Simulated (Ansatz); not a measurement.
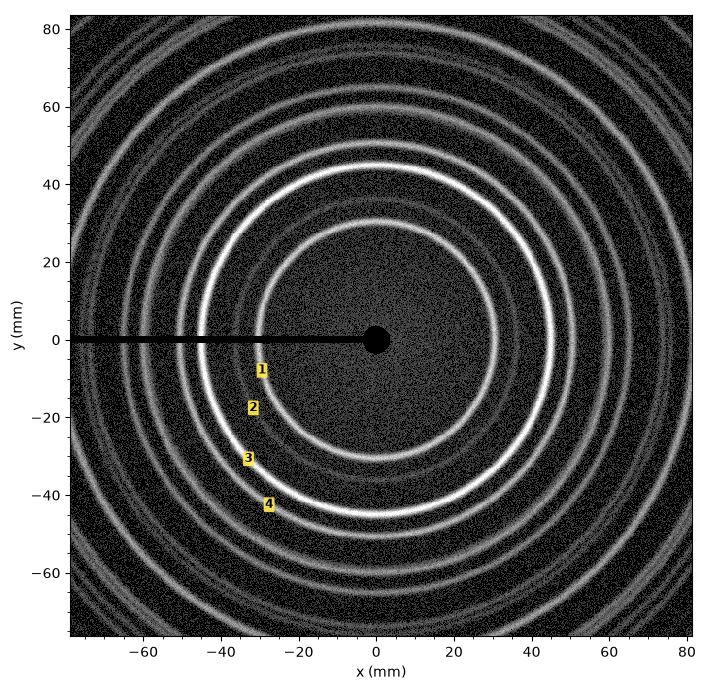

Simulated X-ray powder rings on a flat area detector normal to the beam: λ = 0.5594 Å, sample-to-detector distance 180 mm, axes in mm from the beam centre, for a mixture of two phases. Kinematic intensities with B = 0.5 Å² for all atoms, without absorption; brightness goes as intensity to the power 0.4, clipped at the top, with counting noise. Reflections closer than the ring width show as one ring.

Phase I: Ti (P6/mmm), a = 4.568 Å, b = 4.568 Å, c = 2.824 Å, α = 90.00°, β = 90.00°, γ = 120.00°; the geometry relaxed with DFT, m-r2SCAN, plane waves (500 eV) with PAW, scalar-relativistic in Ansatz; the starting structure was generated, so it need not be a known form of this composition.
Phase II: Ti (Fd-3m), a = 5.790 Å, b = 5.790 Å, c = 5.790 Å, α = 90.00°, β = 90.00°, γ = 90.00°; the input geometry of an electronic-structure calculation (not necessarily at equilibrium); the starting structure was generated, so it need not be a known form of this composition.
Volume fractions 0.5 and 0.5.

Which rings come from which phase?

Answer.
```json
{"ring": "1", "radius": "30.4 mm", "d (Å)": "3.34", "phase": "II", "hkl": "111"}
{"ring": "2", "radius": "36.2 mm", "d (Å)": "2.82", "phase": "I", "hkl": "001"}
{"ring": "3", "radius": "45.0 mm", "d (Å)": "2.30 + 2.28", "phase": "I", "hkl": "101 + 110"}
{"ring": "4", "radius": "50.6 mm", "d (Å)": "2.05", "phase": "II", "hkl": "220"}
```
